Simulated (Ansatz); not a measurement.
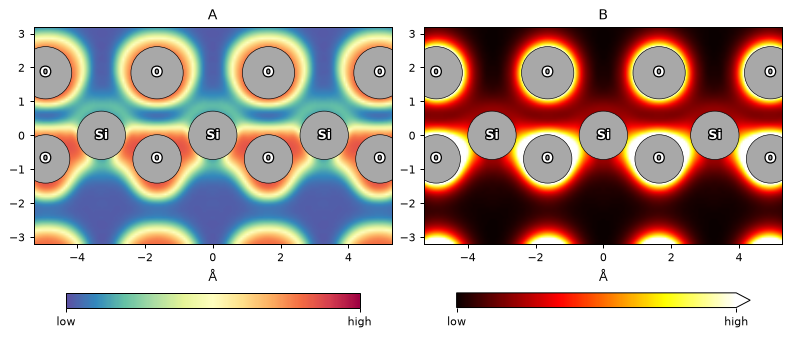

HfSiO₄: 2 fields on the (100) plane of the conventional cell, with unlabelled colour scales. Grey discs cover the atomic cores.

Space group P-4m2; a structure from a database of computed crystals, not necessarily the ambient phase; started from the tetragonal host prototype, which need not be the ambient phase; not relaxed (largest force 0.3 eV/Å); computed pressure about 7 GPa in this cell.

Computed with DFT, PBE, plane waves, PAW in Ansatz.

Q: Which field does each panel show? The fields are: electron localisation function and valence pseudo-density.

A: Panel A: electron localisation function. Panel B: valence pseudo-density. From the grid: Si–O (1.78 Å): ρ is about 0.92 e/Å³ halfway; the ELF peaks at about 0.85 between the atoms: a polar covalent bond.
